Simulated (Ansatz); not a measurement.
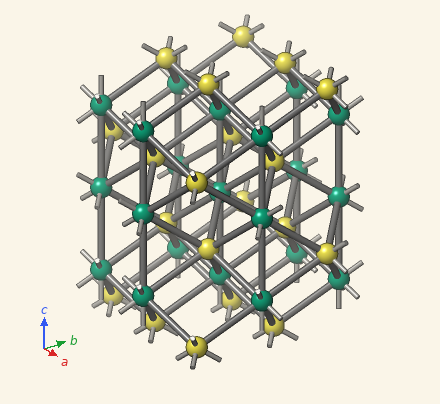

The picture shows a finite piece of the underlying net of a crystal structure, nodes on the atoms' positions. Nodes are coloured by topological kind. Edges to nodes outside the piece are drawn as stubs.

### What net is this?

A binodal (6,8)-connected, three-periodic net.

### Give point symbol and coordination sequence of each kind of node.

6-connected node: 3^3.4^6.5^6, sequence 6, 24, 56, 96, 152, 216; 8-connected node: 3^6.4^12.5^6.6^4, sequence 8, 26, 56, 98, 152, 218.

Where the net comes from. The compound is MnSb (space group P6_3/mmc, No. 194), taken as a calculation's input that goes back to an entry of the Crystallography Open Database (an earlier step may have relaxed or displaced it). Bonds are taken as Mn–Mn below 3.3 Å and Mn–Sb below 3.1 Å. Atoms with one bond or none are removed and atoms with two bonds are replaced by edges, until no such atom is left. Sb is a 6-connected node; Mn is an 8-connected node, in the ratio 1:1.
